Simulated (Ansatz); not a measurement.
# Two runs on TiAl

System: TiAl (Cmmm, 4 atoms in the cell).
Method of run A: DFT PBEsol, scalar-relativistic, plane waves, PAW, no spin polarisation (Ansatz 0.2.0).

The structure derives from an entry of the Crystallography Open Database. Text and figures count atoms from 1; the logs count them from 0 in places.

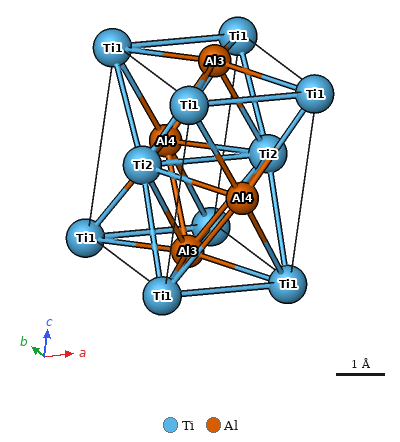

The input geometry (ball-and-stick view of the cell of the calculation, seen slightly off an axis; atoms are numbered from 1 in the order of the input). An atom can appear more than once, as a periodic image.

**Input file, run A**
```yaml
crystal:
  lattice:
    - [-2.7951585984, 0.0, 0.0]
    - [0.0, 2.7951585984, 4.038740475]
    - [0.0, 2.7951585984, -4.038740475]
  atoms:
    - { symbol: Ti, position: [0.0, 0.0247601946, -0.0247601946] }
    - { symbol: Ti, position: [0.0, 0.4752398054, 0.5247601946] }
    - { symbol: Al, position: [0.5, 0.527149978, 0.027149978] }
    - { symbol: Al, position: [0.5, -0.027149978, 0.472850022] }
basis:
  ecutwfc: 420
kpoints:
  mp_grid: { grid: [22, 14, 14] }
hamiltonian:
  xc: pbesol
scf:
  occupations: { method: gaussian, width: 0.15 }
output:
  forces: true
  stress: true
  eigenvalues: true
```

Command:
```bash
ansatz run input.yaml --threads 2 --pin off --max-ram 5120MiB --backend cpu --events-out ev --progress --plain --runs-dir out
```

Hardware: 2 threads of Intel Xeon @ 2.50GHz (Skylake/Cascade Lake), 192 GiB of memory available, shared host.

**Output, shortened to warnings, some set-up lines, iterations and results (run A)**
```
Basis set: ecut = 420 eV, 1237 PW (Γ), exchange–correlation on 40×72×72 points (8 copies of the dense FFT grid, shifted against one another)
Symmetry: 8 space group operations
k-points: 684 of 4312
Initial density: superposition of atomic densities (neutral atoms: chi_scale 0, normalization atom), corrected by the library's trained network
[...]
SCF iter   1: F=—  HF=-5998.294767 eV  |F-HF|=—  |Δ(HF+E_count)|=         —  Δρ=3.93e-3  dr2=6.80e-3  ethr=1.77e-3  ⟨swp⟩=5.3  Hψ=61712  notcnv=0
SCF iter   2: F=—  HF=-5998.293059 eV  |F-HF|=—  |Δ(HF+E_count)|=   1.71e-3  Δρ=1.84e-3  dr2=2.16e-3  ethr=2.27e-5  ⟨swp⟩=2.4  Hψ=26539  notcnv=0
SCF iter   3: F=—  HF=-5998.292603 eV  |F-HF|=—  |Δ(HF+E_count)|=   4.56e-4  Δρ=5.48e-4  dr2=2.31e-4  ethr=7.21e-6  ⟨swp⟩=2.7  Hψ=18105  notcnv=0
SCF iter   4: F=—  HF=-5998.292538 eV  |F-HF|=—  |Δ(HF+E_count)|=   6.56e-5  Δρ=7.61e-5  dr2=3.64e-6  ethr=7.68e-7  ⟨swp⟩=2.0  Hψ=17556  notcnv=0
SCF iter   5: F=—  HF=-5998.292524 eV  |F-HF|=—  |Δ(HF+E_count)|=   1.33e-5  Δρ=1.60e-5  dr2=1.49e-7  ethr=1.21e-8  ⟨swp⟩=2.1  Hψ=17173  notcnv=0
SCF iter   6: F=-5998.292524 eV  HF=-5998.292524 eV  |F-HF|=3.58e-9  |Δ(HF+E_count)|=   4.20e-8  Δρ=3.96e-6  dr2=5.70e-9  ethr=3.33e-10  ⟨swp⟩=4.4  Hψ=43424  notcnv=0
SCF 1 converged in 6 iterations: F = -5998.292524 eV  dr2 = 5.70e-9
SCF converged after 6 iterations
Free energy (F): -5998.292524 eV
Harris-Foulkes:  -5998.292524 eV  (|F-HF|=3.58e-9)
Internal energy: -5998.250938 eV  (E = F + TS)
E sigma→0 (E₀):  -5998.271731 eV
Entropy (-TS):   -0.041587 eV (-10.397 meV/atom)
Fermi energy:    11.239501 eV
--- Per-component energies (eV) ---
  E_band       = -319.019025
  E_kinetic    = 594.846789
  E_local      = -2122.407355  (includes V_loc(G=0)·N_el)
  E_nonlocal   = 41.518427
  E_hartree    = 910.334439
  E_xc         = -273.969745
  E_vxc        = -303.597410  (∫ρ·V_xc dr)
  E_paw        = -2955.962248  (= ΣΔE_a)
  E_vpaw       = -350.048654  (= ΣTr[D̂ρ^β])
  E_aug_tail   = 0.000229  (compensation charges beyond the density's cutoff)
  E_ewald      = -2192.928520
  E_core_change = 0.317047  (= ΣΔE_core)
  E_smearing   = -0.041587  (= −TS)
  E_closure    = 0.000000  (closes the sum)
  Σ components = -5998.292524   (vs F -5998.292524, Δ=0.00e0)
--- Forces (eV/Å), atoms counted from 1 ---
  atom   1  Ti     0.00000000     0.00000000    -0.91832063
  atom   2  Ti     0.00000000     0.00000000     0.91832063
  atom   3  Al     0.00000000    -0.64387839     0.00000000
  atom   4  Al     0.00000000     0.64387839     0.00000000
  max |Σ_I F_I| component: 0.00e0 eV/Å
--- Stress (GPa, compression-positive) ---
       -1.491840       0.000000       0.000000
        0.000000       7.565033       0.000000
        0.000000       0.000000      -3.091426
  P = ⅓ Tr σ = 0.9939 GPa (9.939 kbar)
```

For run B the input was changed thus:
```diff
-    - { symbol: Ti, position: [0.0, 0.0247601946, -0.0247601946] }
-    - { symbol: Ti, position: [0.0, 0.4752398054, 0.5247601946] }
-    - { symbol: Al, position: [0.5, 0.527149978, 0.027149978] }
-    - { symbol: Al, position: [0.5, -0.027149978, 0.472850022] }
+    - { symbol: Ti, position: [0.0, -0.0154751216, 0.0154751216] }
+    - { symbol: Ti, position: [0.0, 0.5154751216, 0.4845248784] }
+    - { symbol: Al, position: [0.5, 0.4830312637, -0.0169687363] }
+    - { symbol: Al, position: [0.5, 0.0169687363, 0.5169687363] }
```

What does this change do to the results?

With the same functional and potentials, run B lies 41.0 meV per atom lower. The pressure goes from 0.99 to 0.35 GPa. The largest force goes from 0.918 to 0.572 eV/Å. The number of SCF iterations is the same.

**Output, shortened to warnings, some set-up lines, iterations and results (run B)**
```
Basis set: ecut = 420 eV, 1237 PW (Γ), exchange–correlation on 40×72×72 points (8 copies of the dense FFT grid, shifted against one another)
Symmetry: 8 space group operations
k-points: 684 of 4312
Initial density: superposition of atomic densities (neutral atoms: chi_scale 0, normalization atom), corrected by the library's trained network
[...]
SCF iter   1: F=—  HF=-5998.458937 eV  |F-HF|=—  |Δ(HF+E_count)|=         —  Δρ=4.19e-3  dr2=7.95e-3  ethr=1.77e-3  ⟨swp⟩=5.3  Hψ=61330  notcnv=0
SCF iter   2: F=—  HF=-5998.457057 eV  |F-HF|=—  |Δ(HF+E_count)|=   1.88e-3  Δρ=2.09e-3  dr2=2.86e-3  ethr=2.65e-5  ⟨swp⟩=2.1  Hψ=25797  notcnv=0
SCF iter   3: F=—  HF=-5998.456422 eV  |F-HF|=—  |Δ(HF+E_count)|=   6.35e-4  Δρ=4.97e-4  dr2=1.59e-4  ethr=9.55e-6  ⟨swp⟩=2.3  Hψ=17041  notcnv=0
SCF iter   4: F=—  HF=-5998.456375 eV  |F-HF|=—  |Δ(HF+E_count)|=   4.67e-5  Δρ=8.81e-5  dr2=5.13e-6  ethr=5.29e-7  ⟨swp⟩=2.6  Hψ=21914  notcnv=0
SCF iter   5: F=—  HF=-5998.456381 eV  |F-HF|=—  |Δ(HF+E_count)|=   5.87e-6  Δρ=1.95e-5  dr2=2.21e-7  ethr=1.71e-8  ⟨swp⟩=2.0  Hψ=16676  notcnv=0
SCF iter   6: F=-5998.456381 eV  HF=-5998.456381 eV  |F-HF|=4.35e-9  |Δ(HF+E_count)|=   7.82e-8  Δρ=4.50e-6  dr2=8.62e-9  ethr=3.33e-10  ⟨swp⟩=4.7  Hψ=46656  notcnv=0
SCF 1 converged in 6 iterations: F = -5998.456381 eV  dr2 = 8.62e-9
SCF converged after 6 iterations
Free energy (F): -5998.456381 eV
Harris-Foulkes:  -5998.456381 eV  (|F-HF|=4.35e-9)
Internal energy: -5998.414908 eV  (E = F + TS)
E sigma→0 (E₀):  -5998.435645 eV
Entropy (-TS):   -0.041473 eV (-10.368 meV/atom)
Fermi energy:    11.243838 eV
--- Per-component energies (eV) ---
  E_band       = -318.639222
  E_kinetic    = 594.811836
  E_local      = -2126.724455  (includes V_loc(G=0)·N_el)
  E_nonlocal   = 41.293490
  E_hartree    = 912.801122
  E_xc         = -273.972707
  E_vxc        = -303.616312  (∫ρ·V_xc dr)
  E_paw        = -2955.901621  (= ΣΔE_a)
  E_vpaw       = -350.005870  (= ΣTr[D̂ρ^β])
  E_aug_tail   = 0.000225  (compensation charges beyond the density's cutoff)
  E_ewald      = -2191.039846
  E_core_change = 0.317047  (= ΣΔE_core)
  E_smearing   = -0.041473  (= −TS)
  E_closure    = 0.000000  (closes the sum)
  Σ components = -5998.456381   (vs F -5998.456381, Δ=0.00e0)
--- Forces (eV/Å), atoms counted from 1 ---
  atom   1  Ti     0.00000000     0.00000000     0.57171837
  atom   2  Ti     0.00000000     0.00000000    -0.57171837
  atom   3  Al     0.00000000     0.29766372     0.00000000
  atom   4  Al     0.00000000    -0.29766372     0.00000000
  max |Σ_I F_I| component: 5.55e-17 eV/Å
--- Stress (GPa, compression-positive) ---
       -0.623861       0.000000       0.000000
        0.000000       2.885496       0.000000
        0.000000       0.000000      -1.218504
  P = ⅓ Tr σ = 0.3477 GPa (3.477 kbar)
```

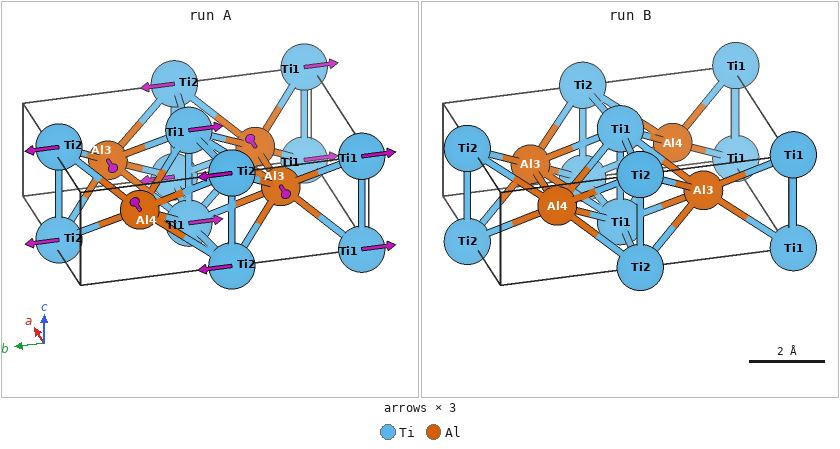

The two input geometries at one scale (ball-and-stick view of the cell 2 times as large as that of the calculation, set on its symmetry axes, seen at an oblique angle). The pink arrows on the first give the shifts of the atoms relative to the cell, with their mean removed, magnified 3 times. The largest moves, 0.33 Å, are those of Ti1 and Ti2. By element the largest moves are Ti 0.33 Å, Al 0.25 Å. (The mean shift of all atoms is removed.) The cell doesn't change. Among the contacts that change: Al3–Al4 2.492 → 2.985 Å, Ti1–Al3 2.904 → 2.787 Å, Ti1–Ti2 2.824 → 2.806 Å.

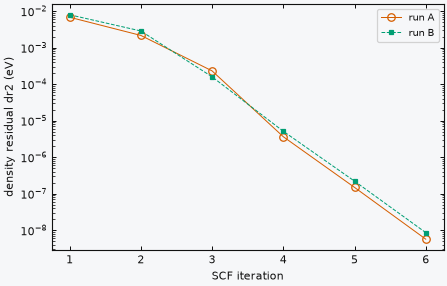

Convergence of the two runs: density residual dr2 against the SCF iteration. Run A takes 6 iterations in all, and run B takes 6.

**The two runs side by side**

| quantity | run A | run B |
| --- | --- | --- |
| outcome | converged | converged |
| free energy per atom (eV) | −1499.5731 | −1499.6141 |
| energy per atom, smearing taken to zero (eV) | −1499.5679 | −1499.6089 |
| gap on the mesh (eV) | 0.00 | 0.00 |
| pressure (GPa) | 0.99 | 0.35 |
| largest force (eV/Å) | 0.918 | 0.572 |
| SCF iterations | 6 | 6 |
| irreducible k-points | 684 | 684 |
| plane waves at Γ | 1237 | 1237 |
| wall time (shared host) | 33 s | 31 s |
